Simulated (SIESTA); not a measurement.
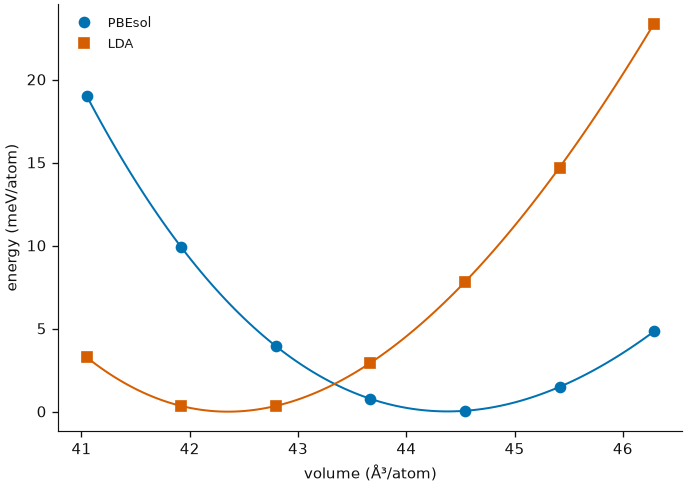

The plot gives the computed energy against volume, with one curve for each functional, for Cs₂SnI₆ (space group Fm-3m).

Calculation (SIESTA 5.4.2): DFT in numerical atomic orbitals with pseudopotentials, no spin polarisation; energies at scaled volumes of the given cell, shape and fractions fixed, counted from the fit's minimum, third-order Birch-Murnaghan fit. All runs: no spin polarisation.

```tsv
setting	value
k mesh	3×3×3
occupations	Fermi–Dirac
smearing width	0.05 eV
potentials	PseudoDojo 0.4 standard, converted to PSML, two zetas on semicore shells
```

The numbers behind the figure:

PBEsol:
```tsv
volume (Å³/atom)	energy (meV/atom)
41.05	19.03
41.92	9.92
42.80	3.92
43.67	0.78
44.54	0.05
45.42	1.46
46.29	4.83
```

LDA:
```tsv
volume (Å³/atom)	energy (meV/atom)
41.05	3.27
41.92	0.34
42.80	0.35
43.67	2.94
44.54	7.81
45.42	14.70
46.29	23.36
```

Limits of the calculation: mulliken charges of long orbitals; shape and atomic fractions are frozen while scaling, which makes layered, chain and framework solids too stiff.
